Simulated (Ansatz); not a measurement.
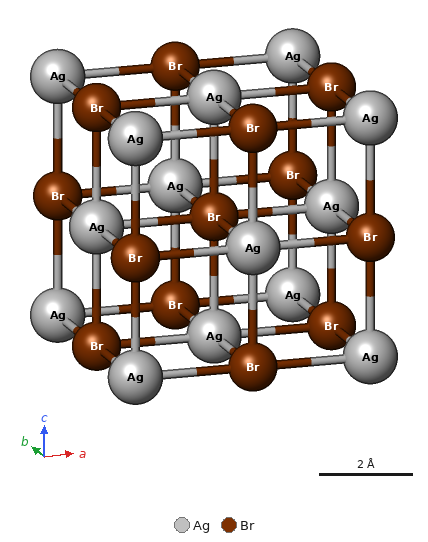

**Figure 1.** The input geometry (ball-and-stick view of the cell 4 times as large as that of the calculation, set on its symmetry axes, seen slightly off an axis).

## Run report: AgBr, geometry relaxation

The run: geometry relaxation of AgBr (Fm-3m, 2 atoms in the cell). Method and program: DFT, PBE, PAW with Ansatz's default frozen-core files, scalar-relativistic, no spin polarisation (Ansatz 0.2.0).

The structure derives from an entry of the Crystallography Open Database. Its volume is 0.80 times that of the source entry. It belongs to a series of runs on one base structure; here: atoms relaxed at 0.8 of the volume.

### What the program printed
```
Warning: output.stress: scf.convergence.dr2_threshold = 1e-7 eV (the SCF's general default) is looser than the 2e-10 eV advised for a printed stress (1e-10 eV for each atom of the cell: 2). What an SCF threshold leaves in a stress goes as its square root, and in the free energy as the threshold itself, and one threshold admits the most on a small cell: of the crystals measured, under no hybrid functional and no lock of the moments, on runs that ended without the residual-converged pass, on stresses that held no estimate of that error, the worst erred by over 100 MPa in a component at 1e-7 eV an atom and by under 5 at 1e-10. Every solve of this run answers to scf.convergence.dr2_threshold, and the tensor of one is reported: a single SCF on the reported geometry and on this run's grids (its basis.xc_grid and basis.ecutrho_ratio typed), with scf.convergence.dr2_threshold at 2e-10 eV or tighter, prints it and tightens no other solve. Else set scf.convergence.dr2_threshold to 2e-10 eV or tighter. The threshold is an SCF's pass mark: one that does not reach it within its budget of iterations ends unconverged, or closes short of it on a stop that the run arms, and scf.convergence.dr2_threshold's page says what that costs each kind of run
Engine: ansatz 0.2.0, x86_64-unknown-linux-gnu
Pseudopotentials: kind: paw
Pseudopotential: Ag, paw, valence charge 19, recommended cutoff 420 eV (normal), Ag.paw.azcp
Pseudopotential: Br, paw, valence charge 7, recommended cutoff 420 eV (normal), Br.paw.azcp
Functional definition: PBE
  parameter kappa = 0.804
  parameter beta = 0.06672455060314922
  exchange = pbe_x(kappa = kappa, mu = beta*pi^2/3)
  correlation = pbe_c(beta = beta)
Crystal: 2 atoms, lattice volume = 37.830 Å³
Basis set: ecut = 420 eV, 725 PW (Γ), exchange–correlation on 54×54×54 points (8 copies of the dense FFT grid, shifted against one another)
Bands: 17, of which v1, the nominal top of the filled ones, is band 13 counted from 1 (12 counted from 0)
Symmetry: 48 space group operations
Space group: Fm-3m (ITA 225), of the structure as read, at distance tolerance 3.4e-5 Å
k-points: 35 of 729
Non-local potential: Ag, projectors of the file, l = 0: 3, l = 1: 2, l = 2: 2, l = 3: 1
Non-local potential: Br, projectors of the file, l = 0: 2, l = 1: 2, l = 2: 2
PAW form: soft (Blöchl's): semilocal exchange-correlation on the pseudo side does not see the compensation charge
PAW one-centre angular grid: Ag, 590 points (default); XC on 64 Gauss nodes
PAW one-centre angular grid: Br, 110 points (default); XC on 64 Gauss nodes
Initial density: superposition of atomic densities (neutral atoms: chi_scale 0, normalization atom), corrected by the library's trained network
Initial wavefunctions: pseudopotential atomic-orbital guess
Functional: x = pbe(κ = 0.804, μ = 0.2195149727645171), c = pbe(β = 0.06672455060314922)
SCF iter   1: F=—  HF=-10373.739940 eV  |F-HF|=—  |Δ(HF+E_count)|=         —  Δρ=1.26e-3  dr2=5.92e-4  ethr=1.77e-3  ⟨swp⟩=5.1  Hψ=2966  notcnv=0
preconditioner: auto → none  [insulator: Δε(μ)=0.830 eV  Ē_g=11.801 eV  σ=0.030 eV  W_gap=1.00  n_scr=14 (ndim 8)  ℏωp=25.6 eV  f_vac=0.002  D(μ)=0.00/eV (n_scr^D=0)  ε∞_Penn≈5.7]
SCF iter   2: F=—  HF=-10373.741596 eV  |F-HF|=—  |Δ(HF+E_count)|=   1.66e-3  Δρ=3.85e-4  dr2=1.89e-5  ethr=2.28e-6  ⟨swp⟩=2.9  Hψ=1632  notcnv=0
SCF iter   3: F=—  HF=-10373.741617 eV  |F-HF|=—  |Δ(HF+E_count)|=   2.13e-5  Δρ=1.65e-4  dr2=3.52e-6  ethr=7.28e-8  ⟨swp⟩=2.0  Hψ=937  notcnv=0
SCF iter   4: F=—  HF=-10373.741621 eV  |F-HF|=—  |Δ(HF+E_count)|=   4.07e-6  Δρ=9.00e-5  dr2=2.66e-6  ethr=1.35e-8  ⟨swp⟩=2.0  Hψ=1050  notcnv=0
iter 5 did not close the SCF: its close was put off for the readings that it lacked (scf_convergence_deferred on its scf_iter line)
SCF iter   5: F=-10373.741621 eV  HF=-10373.741621 eV  |F-HF|=4.37e-9  |Δ(HF+E_count)|=   3.20e-7  Δρ=8.81e-6  dr2=2.03e-8  ethr=1.02e-8  ⟨swp⟩=2.1  Hψ=871  notcnv=0
SCF iter   6: F=-10373.741621 eV  HF=-10373.741621 eV  |F-HF|=1.46e-9  |Δ(HF+E_count)|=   1.42e-8  Δρ=1.71e-6  dr2=5.61e-10  ethr=7.79e-11  ⟨swp⟩=6.1  Hψ=3752  notcnv=0
SCF 1 converged in 6 iterations: F = -10373.741621 eV  dr2 = 5.61e-10
  greatest PAW one-centre occupation: 1.000 electrons in one spin orbital (limit 2), on the Ag atom at site 0 (counted from 0), in its partial waves of l = 0
relax step   1: F+E_penalty+E_count = -10373.74162075 eV  Δ(F+E_penalty+E_count) = +0.000e0 eV  max|allowed force component| = 1.775e-30 eV/Å  Δτ_max = 0.0000 Å  (6 SCF iters, accepted)
```

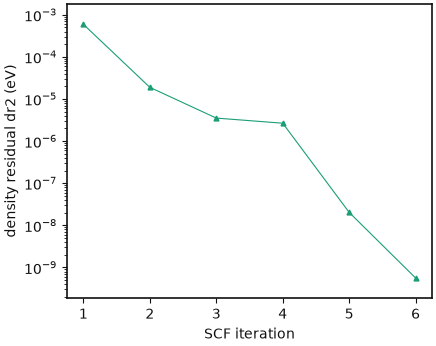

**Figure 2.** Convergence of the self-consistent field: density residual dr2 against the SCF iteration. The residual falls at every step.

```
NSCF: frozen V_eff on 35 k-points
the band table was solved once a step of the walk had ended and its energy, with any forces and stress, was formed, with the checks that follow a solve (3130 applications of the Hamiltonian). They found nothing against the state; the energy, forces and stress were not computed again (output.eigenvalues in the input reference)
SCF converged after 6 iterations
Free energy (F): -10373.741621 eV
Harris-Foulkes:  -10373.741621 eV  (|F-HF|=1.46e-9)
Internal energy: -10373.741621 eV  (E = F + TS)
E sigma→0 (E₀):  -10373.741621 eV
Entropy (-TS):   -0.000000 eV (-0.000 meV/atom)
Fermi energy:    12.865838 eV
--- Per-component energies (eV) ---
  E_band       = -279.846810
  E_kinetic    = 667.628430
  E_local      = -2989.519102  (includes V_loc(G=0)·N_el)
  E_nonlocal   = 154.047667
  E_hartree    = 1327.850397
  E_xc         = -450.574081
  E_vxc        = -340.225192  (∫ρ·V_xc dr)
  E_paw        = -6151.723728  (= ΣΔE_a)
  E_vpaw       = -427.478407  (= ΣTr[D̂ρ^β])
  E_aug_tail   = 0.000300  (compensation charges beyond the density's cutoff)
  E_ewald      = -2931.451505
  E_smearing   = -0.000000  (= −TS)
  E_closure    = 0.000000  (closes the sum)
  Σ components = -10373.741621   (vs F -10373.741621, Δ=0.00e0)
--- Forces (eV/Å), atoms counted from 1 ---
  atom   1  Ag    -0.00000000     0.00000000    -0.00000000
  atom   2  Br     0.00000000    -0.00000000     0.00000000
  max |Σ_I F_I| component: 5.26e-31 eV/Å
--- Stress (GPa, compression-positive) ---
       22.273972       0.000000      -0.000000
       -0.000000      22.273972       0.000000
       -0.000000      -0.000000      22.273972
  P = ⅓ Tr σ = 22.2740 GPa (222.740 kbar)
--- Band table (eV; the first three rows and the last of 35) ---
  k-point 0: bands = ["-78.6153", "-42.1526", "-42.1526", "-42.1526", "-4.3358", "8.4433", "8.4433", "8.4433", "8.4550", "8.4550", "9.6386", "9.6386", "9.6386", "13.2361", "22.3004", "22.3004", "22.3004"]
  k-point 1: bands = ["-78.6153", "-42.1533", "-42.1527", "-42.1527", "-4.2490", "7.9920", "7.9920", "8.0665", "8.5022", "8.5022", "9.2904", "10.1922", "10.1922", "14.0596", "20.9275", "22.0840", "22.0840"]
  k-point 2: bands = ["-78.6152", "-42.1551", "-42.1530", "-42.1530", "-4.0159", "6.9346", "7.3516", "7.3516", "8.6526", "8.6526", "9.1941", "11.0828", "11.0828", "15.3873", "19.7185", "20.9088", "20.9088"]
  k-point 34: bands = ["-78.6150", "-42.1568", "-42.1561", "-42.1548", "-3.4138", "6.3430", "6.7554", "6.8676", "9.0386", "9.0780", "9.3250", "9.4997", "10.3309", "16.4958", "19.2558", "19.7927", "20.9164"]
--- Relaxed structure (1 steps of the walk, 1 accepted, 0 SCFs on fresh bases) ---
  F+E_penalty+E_count = -10373.74162075 eV   max|allowed force component| = 1.775e-30 eV/Å
  atoms:
    - { symbol: Ag, position: [0.0, 0.0, 0.0] }
    - { symbol: Br, position: [0.5, 0.5, 0.5] }
```

### File rho_z.tsv
```
# z_ang	rho[e/angstrom^3]
# format = ansatz-planar-average/11
# lattice	0.000000000	2.664411238	2.664411238
# lattice	2.664411238	0.000000000	2.664411238
# lattice	2.664411238	2.664411238	0.000000000
# sites	2
# site	47	0.000000000	0.000000000	0.000000000
# site	35	2.664411238	2.664411238	2.664411238
0.000000	1.577565e0
0.139557	1.512533e0
0.279115	1.335232e0
0.418672	1.091355e0
0.558229	8.374109e-1
0.697786	6.226176e-1
0.837344	4.754730e-1
0.976901	3.989199e-1
1.116458	3.737706e-1
1.256016	3.717510e-1
1.395573	3.726440e-1
1.535130	3.701225e-1
1.674687	3.655951e-1
1.814245	3.621978e-1
1.953802	3.621978e-1
2.093359	3.655951e-1
2.232916	3.701225e-1
2.372474	3.726440e-1
2.512031	3.717510e-1
2.651588	3.737706e-1
2.791146	3.989199e-1
2.930703	4.754730e-1
3.070260	6.226176e-1
3.209817	8.374109e-1
3.349375	1.091355e0
3.488932	1.335232e0
3.628489	1.512533e0
```

### File v_z.tsv
```
# z_ang	v_es[eV]	v_tot[eV]
# format = ansatz-planar-average/11
# xc	pbe
# density_cutoff_ev	1680
# datasets	Ag=:simpson_from_first_knot:soft	Br=:simpson_from_first_knot:soft
# lattice	0.000000000	2.664411238	2.664411238
# lattice	2.664411238	0.000000000	2.664411238
# lattice	2.664411238	2.664411238	0.000000000
# sites	2
# site	47	0.000000000	0.000000000	0.000000000
# site	35	2.664411238	2.664411238	2.664411238
0.000000	6.354243e0	-5.247771e0
0.139557	6.473929e0	-5.090372e0
0.279115	6.819388e0	-4.637557e0
0.418672	7.343746e0	-3.955204e0
0.558229	7.984485e0	-3.133429e0
0.697786	8.632280e0	-2.309463e0
0.837344	8.980253e0	-1.805145e0
0.976901	8.718232e0	-1.939357e0
1.116458	7.803788e0	-2.809818e0
1.256016	6.433392e0	-4.308712e0
1.395573	4.930231e0	-6.128239e0
1.535130	3.636427e0	-7.833781e0
1.674687	2.729087e0	-9.112116e0
1.814245	2.264352e0	-9.792319e0
1.953802	2.264352e0	-9.792319e0
2.093359	2.729087e0	-9.112116e0
2.232916	3.636427e0	-7.833781e0
2.372474	4.930231e0	-6.128239e0
2.512031	6.433392e0	-4.308712e0
2.651588	7.803788e0	-2.809818e0
2.791146	8.718232e0	-1.939357e0
2.930703	8.980253e0	-1.805145e0
3.070260	8.632280e0	-2.309463e0
3.209817	7.984485e0	-3.133429e0
3.349375	7.343746e0	-3.955204e0
3.488932	6.819388e0	-4.637557e0
3.628489	6.473929e0	-5.090372e0
```

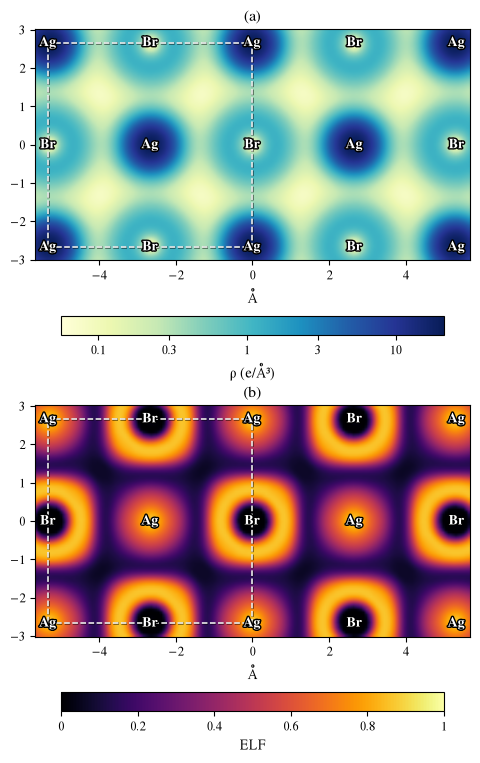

**Figure 3.** (a) valence electron density; (b) ELF on the (010) plane of the conventional cell. Atoms in the plane: Ag and Br. Away from the nuclei the density in this plane falls to 0.08 e/Å³ at its lowest. The strong features right at Ag lie inside the PAW spheres (semicore, d or f shells) and say nothing about bonding. Core electrons are frozen (PAW), so the fields are smoothed inside the atomic spheres.

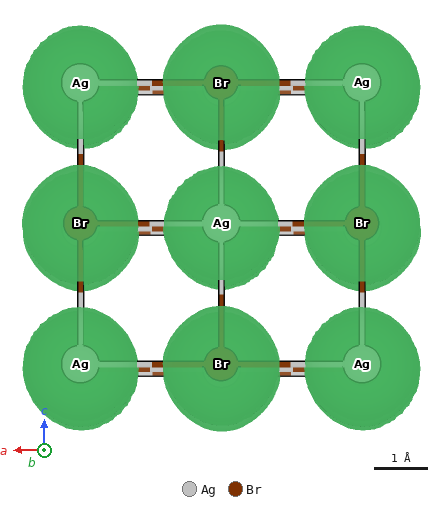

**Figure 4.** Isosurface of the valence electron density at 0.5 e/Å³ (green), seen at an oblique angle. Sticks mark near contacts. The outline is the cell set on symmetry axes. At this value the density breaks into separate islands; it holds about 80 % of the electrons treated as valence (semicore included). It is pinched off along the Ag–Br (2.66 Å) contacts. On the grid the lowest density along these lines, outside the cores, is 0.33 e/Å³ (Ag–Br, 2.66 Å).

This output came from the following input.

### Input file
```yaml
crystal:
  lattice:
    - [0.0, 2.6644112382, 2.6644112382]
    - [2.6644112382, 0.0, 2.6644112382]
    - [2.6644112382, 2.6644112382, 0.0]
  atoms:
    - { symbol: Ag, position: [0.0, 0.0, 0.0] }
    - { symbol: Br, position: [0.5, 0.5, 0.5] }
kpoints:
  mp_grid: { grid: [9, 9, 9] }
scf:
  occupations: { method: fermi_dirac, width: 0.03 }
hamiltonian:
  xc: pbe
  pseudopotentials: { kind: paw }
output:
  forces: true
  stress: true
  write_density: true
  write_potential: true
  elf: true
  volumetric_format: npy
relax:
  f_tol: 0.01
  max_steps: 30
```

Launched with:
```bash
ansatz run input.yaml --threads 1 --pin off --max-ram 2048MiB --backend cpu --events-out ev --progress --plain --runs-dir out
```

### Key numbers

| quantity | value |
| --- | --- |
| outcome | converged |
| space group (tolerance 0.01 Å) | Fm-3m (225) |
| electrons treated | 26 |
| free energy | −10373.7416 eV |
| Fermi energy | 12.866 eV |
| pressure | 22.27 GPa |
| final volume | 37.83 Å³ |
| largest force (length of the vector) | under 0.001 eV/Å |
| hardware | 1 thread of Intel Xeon (Sapphire Rapids), 16 GiB of memory available, shared host |
| wall time | 1.4 s |
| peak memory | 0.37 GiB |

### Notes

The input already met the tolerances, so nothing moved. Warnings of the run: the SCF threshold is looser than advised for the printed stress. The cell is under a pressure of 22 GPa at this level, so it is not at its equilibrium volume.

### Remarks

Warnings of the run: the SCF threshold is looser than advised for the printed stress. The cell is under a pressure of 22 GPa at this level, so it is not at its equilibrium volume.
